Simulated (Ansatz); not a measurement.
Structure (in its standard cell), coordinates from a relaxation with Ansatz, DFT, BLYP, plane waves (420 eV) with PAW, scalar-relativistic; the starting structure was generated, so it need not be a known form of this composition:

Space group P6/mmm (No. 191). a = 4.922 Å, b = 4.922 Å, c = 2.754 Å, α = 90.00°, β = 90.00°, γ = 120.00°
```json
{"atom": "Ta", "site": "1a", "symmetry": "6/mmm", "x": "0.0000", "y": "0.0000", "z": "0.0000"}
{"atom": "Ta", "site": "2d", "symmetry": "-6m2", "x": "0.3333", "y": "0.6667", "z": "0.5000"}
```

Predict the [210] zone-axis pattern (200 kV, kinematic, B = 0.5 Å²).

The spots form a rectangular net whose two shortest vectors correspond to d = 2.75 Å and 2.46 Å, 90.0° apart. They are 0 0 1 and 1 -2 0. The pattern has symmetry 2mm. No reflection of this zone is absent.

Strongest reflections with d > 0.80 Å, one of each family (|F|² from tabulated Gaussian fits of the electron scattering factors, times a small damping for the curvature of the Ewald sphere):

| hkl | d (Å) | I (strongest = 100) |
| --- | --- | --- |
| 1 -2 0 | 2.461 | 100 |
| 0 0 2 | 1.377 | 33 |
| 2 -4 0 | 1.230 | 26 |
| 1 -2 2 | 1.202 | 24 |
| 0 0 1 | 2.754 | 13 |
| 2 -4 2 | 0.918 | 11 |

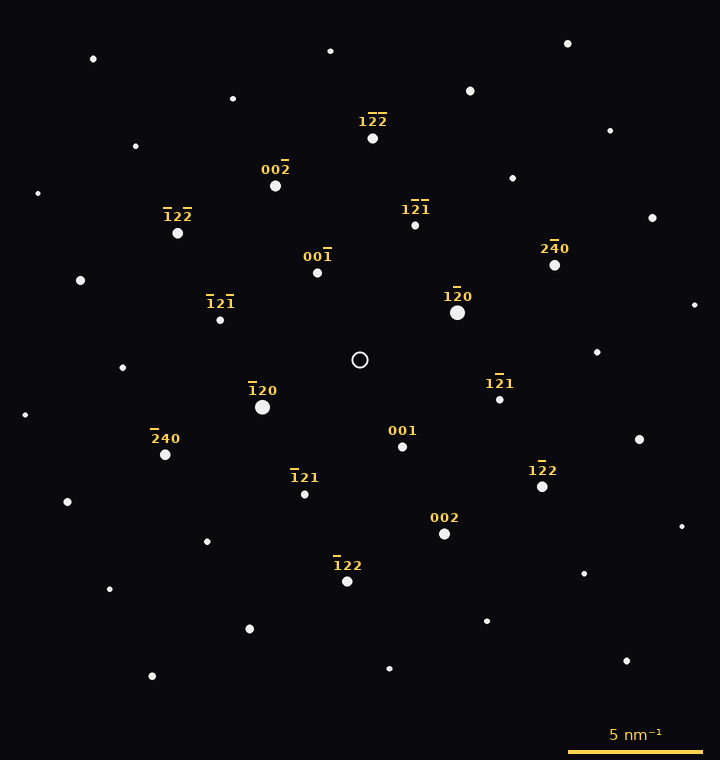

Calculated pattern, seen from the source side with [210] pointing towards the source.
